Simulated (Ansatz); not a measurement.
**Geometry relaxation, with input and output: Hf**

- system: Hf (P6/mmm, 3 atoms in the cell)
- method: DFT, PBE, PAW with Ansatz's default frozen-core files, scalar-relativistic, no spin polarisation (Ansatz 0.2.0)

Its volume is 0.60 times that of the source entry. It belongs to a series of runs on one base structure; here: shape and atoms relaxed at 0.6 of the volume. Figures and captions count atoms from 1; the log counts them from 0 in places.

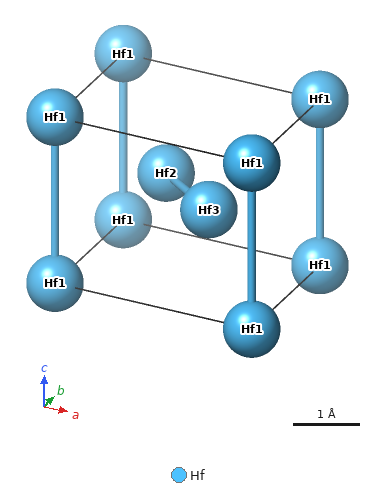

Fig. 1: The starting structure (ball-and-stick view of the cell of the calculation, seen slightly off an axis; atoms are numbered from 1 in the order of the input).

Input:
```yaml
crystal:
  lattice:
    - [4.2116142662, 0.0, 0.0]
    - [-2.1058071331, 3.6473649454, 0.0]
    - [0.0, 0.0, 2.6171235867]
  atoms:
    - { symbol: Hf, position: [0.0, 0.0, 0.0] }
    - { symbol: Hf, position: [0.3333333333, 0.6666666667, 0.5] }
    - { symbol: Hf, position: [0.6666666667, 0.3333333333, 0.5] }
kpoints:
  mp_grid: { grid: [8, 8, 11] }
scf:
  occupations: { method: fermi_dirac, width: 0.08 }
hamiltonian:
  xc: pbe
  pseudopotentials: { kind: paw }
output:
  forces: true
  stress: true
relax:
  f_tol: 0.005
  max_steps: 30
  cell: { stress_tol: 0.35, fix: [volume] }
```

Machine: 1 thread of Arm Neoverse V2, 24 GiB of memory available, shared host.

Command:
```bash
ansatz run input.yaml --threads 1 --pin off --max-ram 3072MiB --backend cpu --events-out ev --progress --plain --runs-dir out
```

Log:
```
Engine: ansatz 0.2.0, aarch64-unknown-linux-gnu
Pseudopotentials: kind: paw
Pseudopotential: Hf, paw, valence charge 26, recommended cutoff 420 eV (normal), Hf.paw.azcp
Functional definition: PBE
  parameter kappa = 0.804
  parameter beta = 0.06672455060314922
  exchange = pbe_x(kappa = kappa, mu = beta*pi^2/3)
  correlation = pbe_c(beta = beta)
Crystal: 3 atoms, lattice volume = 40.202 Å³
Basis set: ecut = 420 eV, 783 PW (Γ), exchange–correlation on 60×60×36 points (8 copies of the dense FFT grid, shifted against one another)
Bands: 47, of which v1, the nominal top of the filled ones, is band 39 counted from 1 (38 counted from 0)
Symmetry: 24 space group operations
Space group: P6/mmm (ITA 191), of the structure as read, at distance tolerance 3.4e-5 Å
k-points: 60 of 704
Non-local potential: Hf, projectors of the file, l = 0: 3, l = 1: 2, l = 2: 2, l = 3: 3
PAW form: soft (Blöchl's): semilocal exchange-correlation on the pseudo side does not see the compensation charge
PAW one-centre angular grid: Hf, 590 points (default); XC on 64 Gauss nodes
Initial density: superposition of atomic densities (neutral atoms: chi_scale 0, normalization atom), corrected by the library's trained network
Initial wavefunctions: pseudopotential atomic-orbital guess
Functional: x = pbe(κ = 0.804, μ = 0.2195149727645171), c = pbe(β = 0.06672455060314922)
SCF iter   1: F=—  HF=-47156.415032 eV  |F-HF|=—  |Δ(HF+E_count)|=         —  Δρ=1.55e-2  dr2=1.88e-1  ethr=1.77e-3  ⟨swp⟩=6.1  Hψ=9629  notcnv=0  defer=6
preconditioner: auto → Kerker (q_TF=auto, 3.047 Å⁻¹)  [metal: Δε(μ)=0.019 eV  Ē_g=18.226 eV  σ=0.080 eV  W_gap=0.06  n_scr=26 (ndim 8)  ℏωp=49.7 eV  f_vac=0.000  D(μ)=1.79/eV (n_scr^D=8)]
SCF iter   2: F=—  HF=-47156.376348 eV  |F-HF|=—  |Δ(HF+E_count)|=   3.87e-2  Δρ=7.85e-3  dr2=3.30e-2  ethr=2.41e-4  ⟨swp⟩=2.0  Hψ=4276  notcnv=0  defer=87
SCF iter   3: F=—  HF=-47156.374507 eV  |F-HF|=—  |Δ(HF+E_count)|=   1.84e-3  Δρ=2.26e-3  dr2=3.27e-3  ethr=4.23e-5  ⟨swp⟩=2.2  Hψ=4906  notcnv=0  defer=87
SCF iter   4: F=—  HF=-47156.372640 eV  |F-HF|=—  |Δ(HF+E_count)|=   1.87e-3  Δρ=1.26e-3  dr2=5.30e-4  ethr=4.19e-6  ⟨swp⟩=2.5  Hψ=5153  notcnv=0  defer=87
SCF iter   5: F=—  HF=-47156.372788 eV  |F-HF|=—  |Δ(HF+E_count)|=   1.48e-4  Δρ=2.47e-4  dr2=1.96e-5  ethr=6.79e-7  ⟨swp⟩=2.4  Hψ=5224  notcnv=0  defer=87
SCF iter   6: F=—  HF=-47156.372809 eV  |F-HF|=—  |Δ(HF+E_count)|=   2.18e-5  Δρ=1.51e-4  dr2=6.58e-6  ethr=2.52e-8  ⟨swp⟩=3.7  Hψ=7007  notcnv=0  defer=87
SCF iter   7: F=—  HF=-47156.372805 eV  |F-HF|=—  |Δ(HF+E_count)|=   4.39e-6  Δρ=6.43e-5  dr2=1.52e-6  ethr=8.44e-9  ⟨swp⟩=2.2  Hψ=5136  notcnv=0  defer=87
SCF iter   8: F=—  HF=-47156.372805 eV  |F-HF|=—  |Δ(HF+E_count)|=   2.66e-7  Δρ=2.03e-5  dr2=1.81e-7  ethr=1.95e-9  ⟨swp⟩=2.4  Hψ=5406  notcnv=0  defer=87
SCF iter   9: F=-47156.372805 eV  HF=-47156.372805 eV  |F-HF|=5.31e-9  |Δ(HF+E_count)|=   8.10e-8  Δρ=3.77e-6  dr2=7.09e-9  ethr=1.28e-10  ⟨swp⟩=9.3  Hψ=17730  notcnv=0
SCF 1 converged in 9 iterations: F = -47156.372805 eV  dr2 = 7.09e-9
  greatest PAW one-centre occupation: 0.998 electrons in one spin orbital (limit 2), on the Hf atom at site 0 (counted from 0), in its partial waves of l = 0
relax step   1: F+E_penalty+E_count = -47156.37280469 eV  Δ(F+E_penalty+E_count) = +0.000e0 eV  max|allowed force component| = 2.961e-16 eV/Å  Δτ_max = 0.0000 Å  P = +134.883 GPa  Ω = 40.202 Å³  fix = [volume]  reactions: volume +134.883 GPa  (9 SCF iters, dr2 threshold 1.00e-7 eV, accepted)
Initial density: handed on by an earlier stage of this run
Initial wavefunctions: those handed on with the density
iter 1 solved again at ethr=5.90e-6 eV; its pass at ethr=3.10e-3 eV (dr2=4.61e-3 eV) is discarded
SCF iter   1: F=—  HF=-47156.381847 eV  |F-HF|=—  |Δ(HF+E_count)|=         —  Δρ=3.02e-3  dr2=4.52e-3  ethr=5.90e-6  ⟨swp⟩=2.0  Hψ=14024  notcnv=0
preconditioner: auto → Kerker (q_TF=auto, 3.047 Å⁻¹)  [metal: Δε(μ)=0.041 eV  Ē_g=18.232 eV  σ=0.080 eV  W_gap=0.13  n_scr=26 (ndim 8)  ℏωp=49.7 eV  f_vac=0.000  D(μ)=2.33/eV (n_scr^D=26)]
SCF iter   2: F=—  HF=-47156.380971 eV  |F-HF|=—  |Δ(HF+E_count)|=   8.75e-4  Δρ=1.82e-3  dr2=1.45e-3  ethr=5.80e-6  ⟨swp⟩=1.5  Hψ=2868  notcnv=0
SCF iter   3: F=—  HF=-47156.380573 eV  |F-HF|=—  |Δ(HF+E_count)|=   3.98e-4  Δρ=4.40e-4  dr2=9.24e-5  ethr=1.86e-6  ⟨swp⟩=2.0  Hψ=4568  notcnv=0
SCF iter   4: F=—  HF=-47156.380511 eV  |F-HF|=—  |Δ(HF+E_count)|=   6.29e-5  Δρ=2.42e-4  dr2=4.06e-5  ethr=1.18e-7  ⟨swp⟩=2.1  Hψ=5267  notcnv=0
SCF iter   5: F=—  HF=-47156.380502 eV  |F-HF|=—  |Δ(HF+E_count)|=   9.02e-6  Δρ=5.87e-5  dr2=1.41e-6  ethr=5.20e-8  ⟨swp⟩=3.0  Hψ=5122  notcnv=0
SCF iter   6: F=-47156.380501 eV  HF=-47156.380501 eV  |F-HF|=6.10e-8  |Δ(HF+E_count)|=   2.74e-7  Δρ=1.54e-5  dr2=6.76e-8  ethr=3.85e-10  ⟨swp⟩=5.3  Hψ=12446  notcnv=0
SCF 2 converged in 6 iterations: F = -47156.380501 eV  dr2 = 6.76e-8
relax step   2: F+E_penalty+E_count = -47156.38050124 eV  Δ(F+E_penalty+E_count) = -7.697e-3 eV  max|allowed force component| = 9.622e-16 eV/Å  Δτ_max = 0.0000 Å  P = +133.894 GPa  Ω = 40.202 Å³  energy of the carried Pulay correction = +4.320e-6 eV  fix = [volume]  reactions: volume +133.894 GPa  (6 SCF iters, dr2 threshold 3.00e-7 eV, accepted)
iter 1 solved again at ethr=3.68e-7 eV; its pass at ethr=3.10e-3 eV (dr2=2.87e-4 eV) is discarded
SCF iter   1: F=—  HF=-47156.381586 eV  |F-HF|=—  |Δ(HF+E_count)|=         —  Δρ=7.94e-4  dr2=3.15e-4  ethr=3.68e-7  ⟨swp⟩=2.1  Hψ=12314  notcnv=0
preconditioner: auto → Kerker (q_TF=auto, 3.047 Å⁻¹)  [metal: Δε(μ)=0.008 eV  Ē_g=18.234 eV  σ=0.080 eV  W_gap=0.02  n_scr=26 (ndim 8)  ℏωp=49.7 eV  f_vac=0.000  D(μ)=2.24/eV (n_scr^D=26)]
SCF iter   2: F=—  HF=-47156.381527 eV  |F-HF|=—  |Δ(HF+E_count)|=   5.95e-5  Δρ=4.68e-4  dr2=9.38e-5  ethr=3.68e-7  ⟨swp⟩=1.6  Hψ=2901  notcnv=0
SCF iter   3: F=—  HF=-47156.381537 eV  |F-HF|=—  |Δ(HF+E_count)|=   1.03e-5  Δρ=1.44e-4  dr2=1.06e-5  ethr=1.20e-7  ⟨swp⟩=2.0  Hψ=4421  notcnv=0
SCF iter   4: F=—  HF=-47156.381526 eV  |F-HF|=—  |Δ(HF+E_count)|=   1.10e-5  Δρ=6.71e-5  dr2=2.84e-6  ethr=1.36e-8  ⟨swp⟩=2.0  Hψ=5153  notcnv=0
SCF iter   5: F=-47156.381525 eV  HF=-47156.381526 eV  |F-HF|=1.75e-7  |Δ(HF+E_count)|=   6.20e-7  Δρ=1.55e-5  dr2=1.01e-7  ethr=3.85e-10  ⟨swp⟩=4.3  Hψ=14160  notcnv=0
SCF 3 converged in 5 iterations: F = -47156.381525 eV  dr2 = 1.01e-7
relax step   3: F+E_penalty+E_count = -47156.38152535 eV  Δ(F+E_penalty+E_count) = -1.024e-3 eV  max|allowed force component| = 4.688e-16 eV/Å  Δτ_max = 0.0000 Å  P = +134.147 GPa  Ω = 40.202 Å³  energy of the carried Pulay correction = +3.222e-6 eV  fix = [volume]  reactions: volume +134.147 GPa  (5 SCF iters, dr2 threshold 3.00e-7 eV, accepted)
Initial wavefunctions: pseudopotential atomic-orbital guess (no wavefunctions were taken with the density)
iter 1 solved again at ethr=2.25e-9 eV; its pass at ethr=3.10e-3 eV (dr2=1.76e-6 eV) is discarded
SCF iter   1: F=—  HF=-47156.381501 eV  |F-HF|=—  |Δ(HF+E_count)|=         —  Δρ=2.87e-5  dr2=1.25e-7  ethr=2.25e-9  ⟨swp⟩=7.6  Hψ=24881  notcnv=0
preconditioner: auto → Kerker (q_TF=auto, 3.047 Å⁻¹)  [metal: Δε(μ)=0.004 eV  Ē_g=18.234 eV  σ=0.080 eV  W_gap=0.01  n_scr=26 (ndim 8)  ℏωp=49.7 eV  f_vac=0.000  D(μ)=2.25/eV (n_scr^D=26)]
SCF iter   2: F=—  HF=-47156.381534 eV  |F-HF|=—  |Δ(HF+E_count)|=   3.34e-5  Δρ=1.53e-5  dr2=2.16e-8  ethr=1.61e-10  ⟨swp⟩=2.8  Hψ=5508  notcnv=0
SCF iter   3: F=—  HF=-47156.381534 eV  |F-HF|=—  |Δ(HF+E_count)|=   2.16e-8  Δρ=9.30e-6  dr2=8.67e-9  ethr=2.76e-11  ⟨swp⟩=2.5  Hψ=4842  notcnv=0
SCF iter   4: F=-47156.381534 eV  HF=-47156.381534 eV  |F-HF|=4.22e-10  |Δ(HF+E_count)|=   1.44e-8  Δρ=2.84e-6  dr2=1.34e-9  ethr=1.88e-12  ⟨swp⟩=7.6  Hψ=17386  notcnv=0
SCF 4 converged in 4 iterations: F = -47156.381534 eV  dr2 = 1.34e-9
relax step   4: F+E_penalty+E_count = -47156.38153435 eV  Δ(F+E_penalty+E_count) = -9.004e-6 eV  max|allowed force component| = 4.441e-16 eV/Å  Δτ_max = 0.0000 Å  P = +134.145 GPa  Ω = 40.202 Å³  fix = [volume]  reactions: volume +134.145 GPa  stress off target by 2.62e-3 GPa on what of the cell is left free  SCF on the basis re-selected at this cell (its energy is not comparable with the rows above)  (4 SCF iters)
```

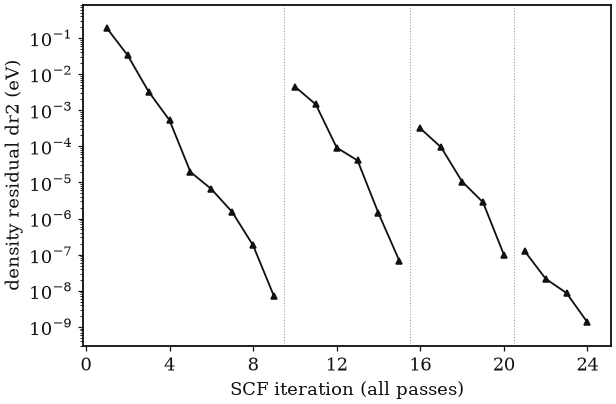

Fig. 2: Convergence of the self-consistent field: density residual dr2 against the SCF iteration. The dotted lines part the SCF passes of the relaxation: geometry steps, rejected trials and re-solves on a re-selected basis. The passes take 9, 6, 5 and 4 iterations.

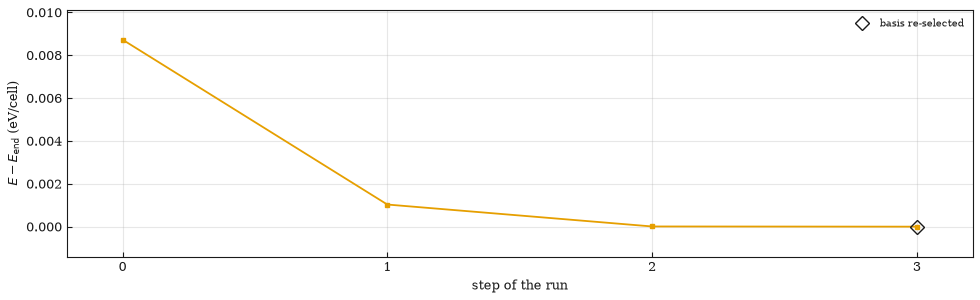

Fig. 3: Progress of the relaxation, step by step (the first geometry is step 0 here and step 1 in the log).

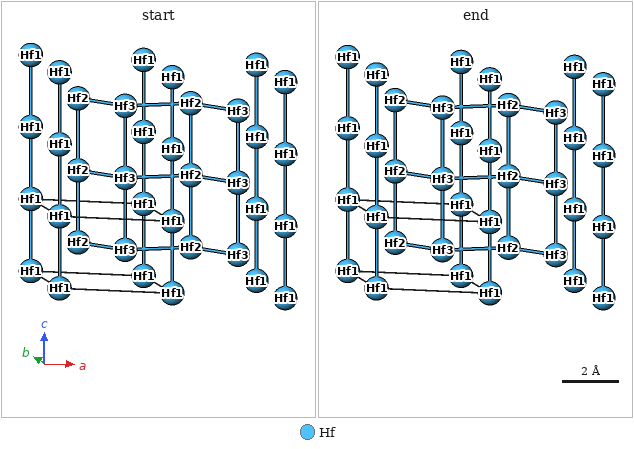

Fig. 4: Before (left) and after (right) the relaxation, at one scale (ball-and-stick view of the cell of the calculation, repeated 2 × 1 × 3, seen slightly off an axis). No atom moves by more than 0.005 Å relative to the cell. The drawn cell changes at constant volume: a = b 4.212 → 4.233 Å (+0.5 %), c 2.617 → 2.591 Å (−1.0 %). Among the contacts that change: Hf1–Hf1 2.617 → 2.591 Å, Hf2–Hf3 2.432 → 2.444 Å. The space group stays P6/mmm (No. 191). After 2 geometry steps the energy has fallen by 8.7 meV per cell of the calculation. All forces vanish by symmetry, so only the cell relaxes. The pressure goes from 134.88 to 134.14 GPa. A last SCF at the same geometry on a re-selected plane-wave basis shifts the energy by next to nothing (0.0 meV per cell of the calculation). (Atoms are counted from 1 in the order of the input.)

```
basis re-selected at this cell: Δ(F+E_penalty+E_count) = -9.004e-6 eV, ΔP = -0.003 GPa vs the last step (what re-selecting the basis moved, of the pressure what is left beyond the Pulay correction that the steps carried, after the strain that the cell walked since its last selection, with what the two solves' SCF thresholds leave and, on support functions, any second-order correction that the steps lacked; it is no measure of the basis error at this ecutwfc). This SCF's stress stands 2.62e-3 GPa from its target on what of the cell is left free (relax.cell.stress_tol is 3.50e-1 GPa) and its largest allowed force component is 4.44e-16 eV/Å (relax.f_tol is 5.00e-3 eV/Å): within both
SCF converged after 4 iterations
Free energy (F): -47156.381534 eV
Harris-Foulkes:  -47156.381534 eV  (|F-HF|=4.22e-10)
Internal energy: -47156.333407 eV  (E = F + TS)
E sigma→0 (E₀):  -47156.357470 eV
Entropy (-TS):   -0.048128 eV (-16.043 meV/atom)
Fermi energy:    33.752007 eV
--- Per-component energies (eV) ---
  E_band       = 1249.182802
  E_kinetic    = 1356.416803
  E_local      = -10896.512518  (includes V_loc(G=0)·N_el)
  E_nonlocal   = -3723.090902
  E_hartree    = 5564.909305
  E_xc         = -928.339422
  E_vxc        = -835.846810  (∫ρ·V_xc dr)
  E_paw        = -20804.642447  (= ΣΔE_a)
  E_vpaw       = 4218.397631  (= ΣTr[D̂ρ^β])
  E_aug_tail   = -0.000004  (compensation charges beyond the density's cutoff)
  E_ewald      = -17725.074223
  E_smearing   = -0.048128  (= −TS)
  E_closure    = -0.000000  (closes the sum)
  Σ components = -47156.381534   (vs F -47156.381534, Δ=0.00e0)
--- Forces (eV/Å), atoms counted from 1 ---
  atom   1  Hf     0.00000000    -0.00000000     0.00000000
  atom   2  Hf    -0.00000000     0.00000000     0.00000000
  atom   3  Hf     0.00000000    -0.00000000    -0.00000000
  max |Σ_I F_I| component: 1.85e-16 eV/Å
--- Stress (GPa, compression-positive) ---
      134.143239      -0.000000      -0.000000
       -0.000000     134.143239      -0.000000
       -0.000000      -0.000000     134.147164
  P = ⅓ Tr σ = 134.1445 GPa (1341.445 kbar)
--- Relaxed structure (3 steps of the walk, 3 accepted, 1 SCFs on fresh bases) ---
  F+E_penalty+E_count = -47156.38153435 eV   max|allowed force component| = 4.441e-16 eV/Å   (the final SCF, on the basis selected at the relaxed cell)
  cell:  # Å, volume = 40.2024 Å³
    - [4.23267053200789, 5.998335201017787e-33, -1.2332103620513542e-33]
    - [-2.116335266003945, 3.665600206568628, 1.6418770227024878e-33]
    - [-7.663246731354911e-34, 7.356716862100714e-34, 2.5911495452232374]
  atoms:
    - { symbol: Hf, position: [5.619636903237992e-35, 3.300207775338028e-35, 1.8184277399721373e-35] }
    - { symbol: Hf, position: [0.3333333333333333, 0.6666666666666666, 0.5] }
    - { symbol: Hf, position: [0.6666666666666666, 0.3333333333333333, 0.5] }
```

Trajectory as extended XYZ (Å, eV, eV/Å), 4 frames, from step=1 to step=4:
```
3
Lattice="4.2116 0.0000 0.0000 -2.1058 3.6474 0.0000 0.0000 0.0000 2.6171" Properties=species:S:1:pos:R:3:forces:R:3 step=1 energy=-47156.37280 pressure_GPa=134.88
Hf    0.0000    0.0000    0.0000    0.0000   0.0000   0.0000
Hf    0.0000    2.4316    1.3086    0.0000   0.0000   0.0000
Hf    2.1058    1.2158    1.3086    0.0000   0.0000   0.0000
3
Lattice="4.2399 0.0000 0.0000 -2.1200 3.6719 0.0000 0.0000 0.0000 2.5823" Properties=species:S:1:pos:R:3:forces:R:3 step=2 energy=-47156.38050 pressure_GPa=133.89
Hf    0.0000    0.0000    0.0000    0.0000   0.0000   0.0000
Hf    0.0000    2.4479    1.2912    0.0000   0.0000   0.0000
Hf    2.1200    1.2240    1.2912    0.0000   0.0000   0.0000
3
Lattice="4.2327 0.0000 0.0000 -2.1163 3.6656 0.0000 0.0000 0.0000 2.5911" Properties=species:S:1:pos:R:3:forces:R:3 step=3 energy=-47156.38152 pressure_GPa=134.15
Hf    0.0000    0.0000    0.0000    0.0000   0.0000   0.0000
Hf    0.0000    2.4437    1.2956    0.0000   0.0000   0.0000
Hf    2.1163    1.2219    1.2956    0.0000   0.0000   0.0000
3
Lattice="4.2327 0.0000 0.0000 -2.1163 3.6656 0.0000 0.0000 0.0000 2.5911" Properties=species:S:1:pos:R:3:forces:R:3 step=4 energy=-47156.38153 pressure_GPa=134.14
Hf    0.0000    0.0000    0.0000    0.0000   0.0000   0.0000
Hf    0.0000    2.4437    1.2956    0.0000   0.0000   0.0000
Hf    2.1163    1.2219    1.2956    0.0000   0.0000   0.0000
```

Key numbers:

| quantity | value |
| --- | --- |
| outcome | converged |
| space group (tolerance 0.01 Å) | P6/mmm (191) |
| electrons treated | 78 |
| free energy | −47156.3815 eV |
| Fermi energy | 33.752 eV |
| pressure | 134.14 GPa |
| final volume | 40.20 Å³ |
| largest force (length of the vector) at the end | under 0.001 eV/Å |
| final cell | a = 4.233 Å, b = 4.233 Å, c = 2.591 Å, α = 90.00°, β = 90.00°, γ = 120.00° |
| wall time | 21 s |
| peak memory | 0.37 GiB |

Remarks:

Spin–orbit coupling is left out, which matters for Hf. The cell is under a pressure of 134 GPa at this level, so it is not at its equilibrium volume.
